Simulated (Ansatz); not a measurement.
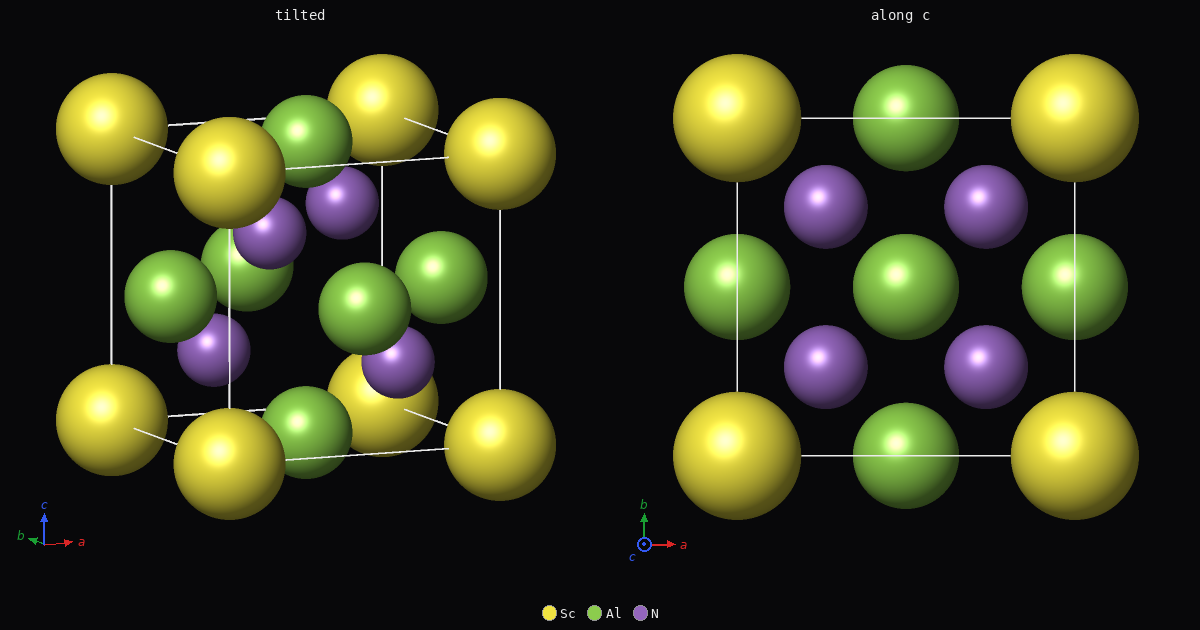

We look at a spheres-only model of the crystal slightly off an axis and along the c axis. The wireframe shows the conventional unit cell. Cell: a = 4.53 Å, b = 4.53 Å, c = 4.53 Å, α = 90.00°, β = 90.00°, γ = 90.00°.

Origin of the cell: a structure type filled with these elements by a generator (whether the compound takes this form wasn't checked). Earlier steps of the study may have refined or changed the cell and positions. A calculation with Ansatz used it as input.

Summary of the structure:

Answer. The solid is ScAl₃N₄. The structure has P-43m (No. 215) symmetry and a primitive cubic lattice. There are 8 atoms in the cell: 1 Sc, 3 Al, 4 N. The neighbours of Sc are four N in a tetrahedral arrangement at about 2.1 Å. The neighbours of Al are four N in a tetrahedral arrangement at about 1.9 Å. The coordination shell of N holds three Al and one Sc in a distorted tetrahedral arrangement (about 1.9 Å to Al, 2.1 Å to Sc).

Theory: Ansatz, DFT PBE, scalar-relativistic, plane waves, PAW. Numerical settings: plane-wave cutoff 420 eV, 6×6×6 k-mesh, Gaussian smearing of 0.02 eV, no spin polarisation.

Does it come out as a metal, or with a gap?

Answer. An insulator at this level, with a gap of 3.26 eV, indirect.

List the Bader charges.

Answer. Sc +1.81 e; Al +2.41 e; N -2.26 e.

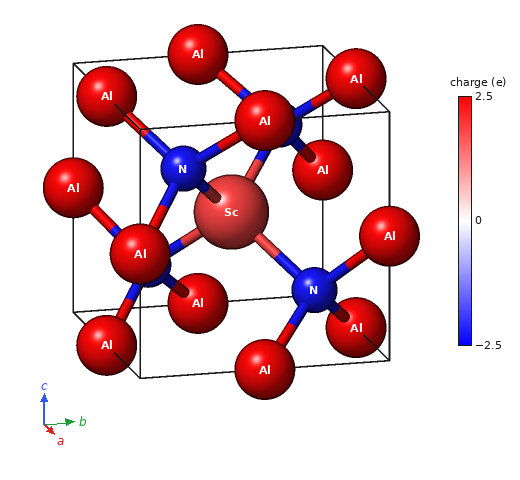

The atoms coloured by those charges. The run's cell of 8 atoms is drawn, so axes and origin can differ from the first picture.

Is the structure relaxed at this level of theory?

Answer. Yes. All forces vanish to within 0.01 eV/Å. The pressure is 0.0 GPa, close to zero.
